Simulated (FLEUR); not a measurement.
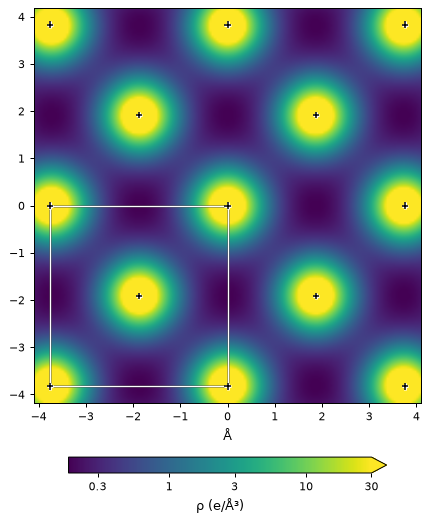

The total electron density on a plane through atoms (crosses mark nuclei in the plane).

Level of theory: Kohn-Sham DFT of a periodic cell, PBEsol, all-electron (FLEUR MaX-R8.1 (later development tree)).

Candidates:
A. Cr, a = 2.29 Å, b = 4.93 Å, c = 4.06 Å, α = 90.00°, β = 90.00°, γ = 90.00°. Space group Cmcm; a structure from a database of computed crystals, not necessarily the ambient phase; spin-polarised.
B. Co, a = 2.49 Å, b = 2.49 Å, c = 4.06 Å, α = 90.00°, β = 90.00°, γ = 120.00°. Space group P-3m1; a structure from a database of computed crystals, not necessarily the ambient phase; spin-polarised.
C. Ir, a = 2.71 Å, b = 2.71 Å, c = 3.75 Å, α = 90.00°, β = 90.00°, γ = 90.00°. Space group I4/mmm; changed on purpose from its base cell (strain component 3 = -0.02).

### Which candidate gave the map?

Candidate C: Ir on the (11̄0) plane of the conventional cell, which holds Ir. Ir–Ir (2.68 Å): ρ is about 0.48 e/Å³ halfway.
